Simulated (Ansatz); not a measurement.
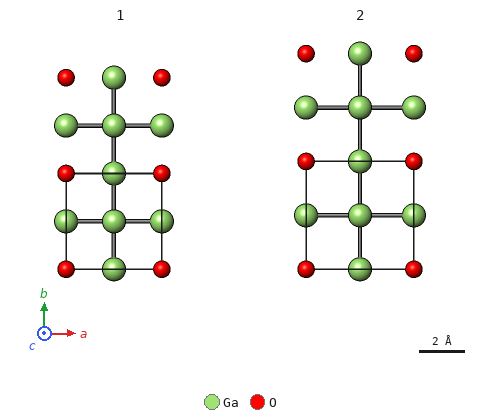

Two geometries of solid Ga4O (a generated structure, set up in Pm-3m) (coarse preliminary run), drawn at one scale. One is the start of a relaxation, the other its converged end. Style: ball-and-stick. Shown: the cell of the calculation, repeated 1 × 2 × 1 with one cell outlined, along the c axis.

Level of theory: DFT PBE, scalar-relativistic, plane waves, PAW in Ansatz. Set-up: plane-wave cutoff 420 eV; k-point mesh 4 × 4 × 4; occupations gaussian; smearing width 0.1 eV; no spin polarisation; cell and atoms relaxed; force threshold 0.04 eV/Å; at most 70 steps.

> Which geometry has the lower energy?

Structure 2 is the relaxed one. No atom moves by more than 0.005 Å relative to the cell. The drawn cell changes as follows: a = b = c 4.268 → 4.803 Å (+12.6 %); the volume changes by +42.6 %. Among the contacts that change: Ga–Ga 2.134 → 2.402 Å. The space group stays Pm-3m (No. 221). Over 6 accepted moves (8 points after the start) the energy falls by 495 meV per atom. All forces vanish by symmetry, so only the cell relaxes. Pressure: 34.33 GPa at the start and 0.03 GPa at the end. At 2 points the geometry stayed and the basis and grid were re-selected for the new cell (energy shift of 30.5 meV per atom at most each time).
